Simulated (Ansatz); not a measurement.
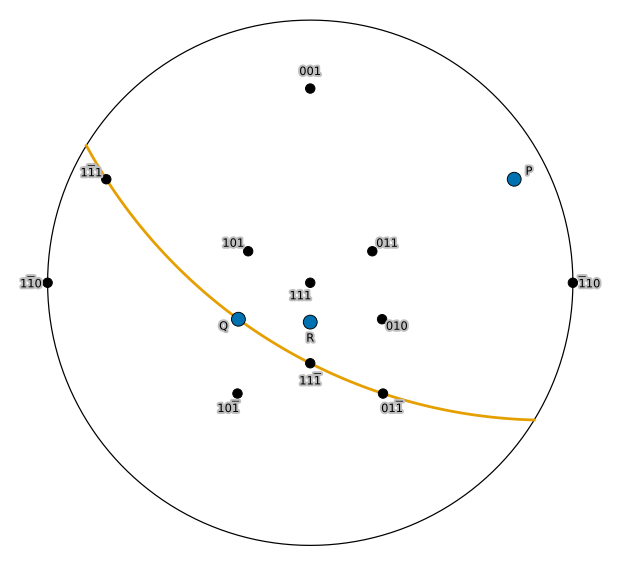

Stereographic projection of plane normals (upper hemisphere) centred on (1 1 1). Crystal: ZrSe2, the input geometry of an electronic-structure calculation (not necessarily at equilibrium); the starting structure was generated, so it need not be a known form of this composition. Symmetry computed with spglib at a tolerance of 0.002 Å; standard conventional cell.

a = 3.788 Å, b = 3.788 Å, c = 6.180 Å, α = 90.00°, β = 90.00°, γ = 120.00°.

Q: Index the poles marked P, Q, R.

A: P is (−1 1 1), in four indices (−1 1 0 1), 82.1° from the centre; Q is (1 0 0), in four indices (1 0 −1 0), 34.1° from the centre; R is (1 1 0), in four indices (1 1 −2 0), 17.0° from the centre.

Q: Which zone does the coloured great circle trace?

A: The zone [0 1 1]: its poles satisfy k + l = 0.

Q: What is the angle between the normals of (1 1 −1) and (1 0 0), and what are their d_hkl = 1/|g|?

A: 34.1°; d = 1.811 Å and 3.281 Å.
